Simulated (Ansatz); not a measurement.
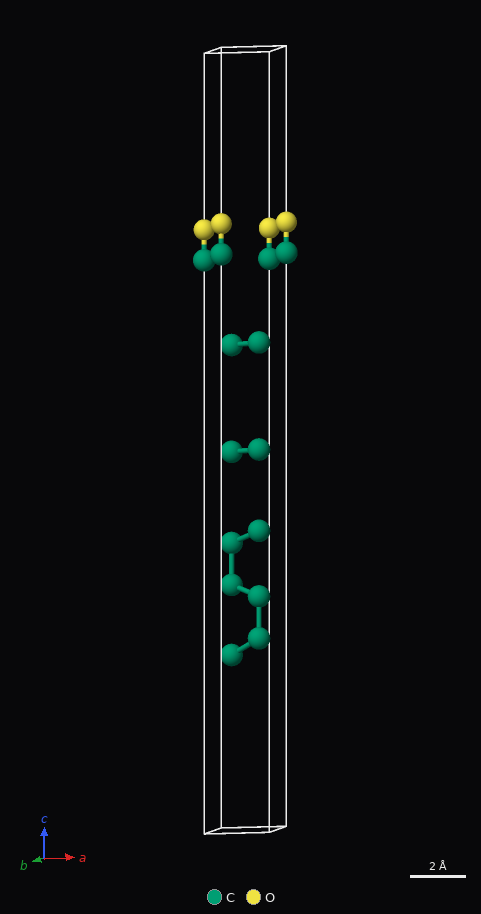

This ball-and-stick model is shown from a general direction. One simulation cell is framed, with atoms on its boundary repeated.

Characterise what is shown.

- Its composition is C₁₁O.
- In the cell are 11 C, 1 O, which makes 1 formula unit.
- O bonds to one C at about 1.1 Å.
- Counting atoms within bonding range gives coordination numbers of C 1 to 4 (mean 3.2).

Provenance: an entry, possibly a prediction, of the Crystallography Open Database, from which a slab was cut and an adsorbate added. The atoms were relaxed in a fixed cell with DFT PBEsol, scalar-relativistic, plane waves, PAW in Ansatz 0.2.0, but for five held in place.

At this level of theory the cell isn't at rest (forces up to 4.4 eV/Å), so its distances can differ from those at equilibrium, the more so the softer the solid.
